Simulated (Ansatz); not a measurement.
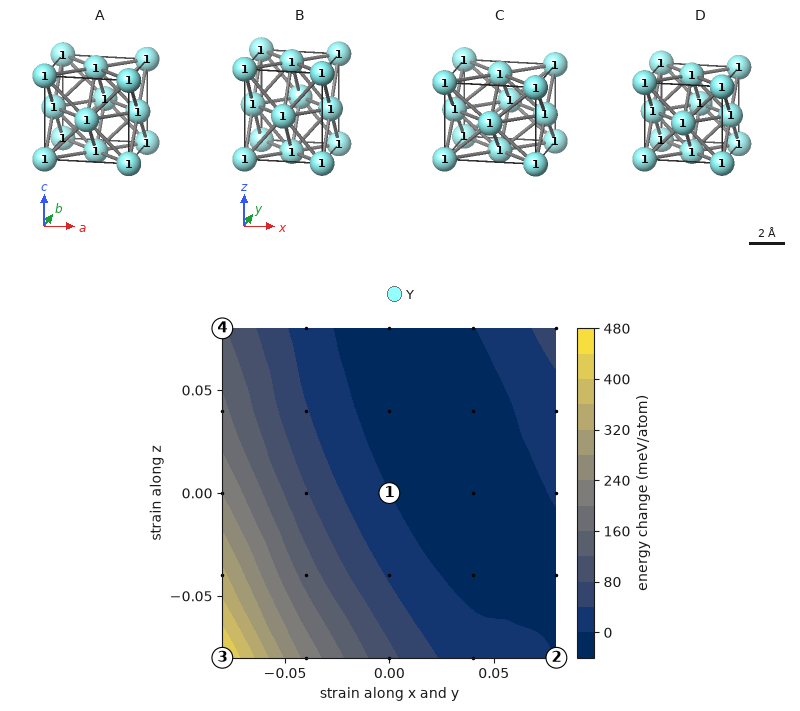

Crystalline Y (Fm-3m): the cell is strained equally along x and y and separately along z, with the atoms kept at their fractional coordinates. x, y and z are the Cartesian axes of the input. The map is interpolated between the computed points (dots). The frames are shuffled; each belongs to one numbered point. The picture is a ball-and-stick view of the conventional cell (4 times the calculation's cell), seen slightly off an axis. Lengths and directions refer to the drawn axes.

Method: DFT r2SCAN, scalar-relativistic, plane waves, PAW (Ansatz). Settings: plane-wave cutoff 500 eV; k-point mesh 16 × 16 × 16; occupations gaussian; smearing width 0.15 eV; no spin polarisation. Energies (free energies at the smearing named) are counted from the cell as listed in its source, which wasn't relaxed.

Which frame belongs to which numbered point?

Answer. Point 1 is frame A, at (0.000, 0.000) and 0 meV/atom; 2 is frame C, at (0.080, −0.080) and −1 meV/atom; 3 is frame D, at (−0.080, −0.080) and 448 meV/atom; 4 is frame B, at (−0.080, 0.080) and 123 meV/atom. In pairs of (strain along x and y; strain along z): the lowest computed point lies at (0.040, 0.000) (−23 meV/atom), the highest at (−0.080, −0.080) (448 meV/atom). The valley is tilted: raising the in-plane strain is made harder by raising the strain along z (cross term 0.71 of the geometric mean of the two curvatures). Over the ranges scanned the energy rises more along the first axis, the in-plane strain. The pressure runs from −4.5 GPa at (0.080, 0.080) to 20.4 GPa at (−0.080, −0.080).
